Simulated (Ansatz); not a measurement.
Take the following structure.

```xyz
4
Lattice="2.4514 0.0000 0.0000 -1.2257 2.1230 0.0000 0.0000 0.0000 5.9911" Properties=species:S:1:pos:R:3 pbc="T T T"
C     0.0000    0.0000    4.4933
C     0.0000    0.0000    1.4978
C     0.0000    1.4153    1.4978
C     1.2257    0.7077    4.4933
```

Q: What would you see if this were drawn?

A: The element is carbon. Symmetry: P6_3/mmc (No. 194), primitive hexagonal lattice. Its structure type: graphite type. The cell holds four atoms. The C atoms are each bonded to three C in a trigonal planar arrangement at 1.42 Å. The bonds build C layers parallel to (001).

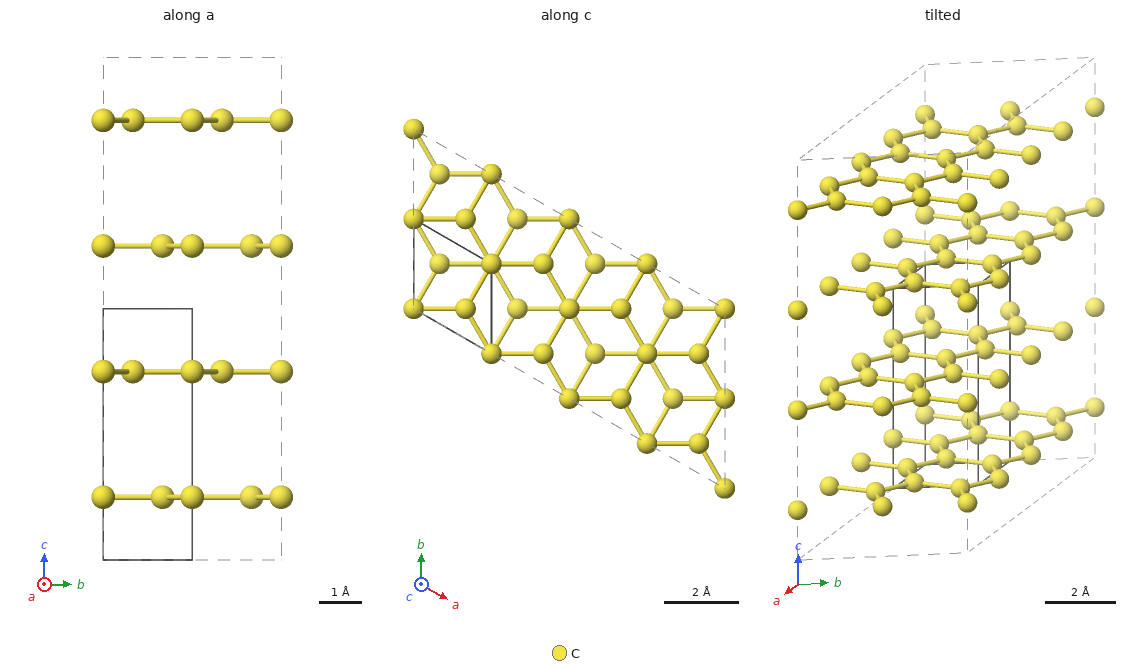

An orthographic ball-and-stick view of the structure, along the a axis, along the c axis and slightly off an axis. The solid box is one conventional unit cell, and 4×2×2 cells are shown. Colours: carbon yellow.

The structure comes from a structure listed in the Materials Project. It was relaxed with Ansatz 0.2.0, DFT PBE+D3(BJ), scalar-relativistic, plane waves, PAW under a constraint or pressure on the cell, so some stress remains.

At this level of theory the cell isn't at rest (compressed, at 8 GPa), so its distances can differ from those at equilibrium, the more so the softer the solid.
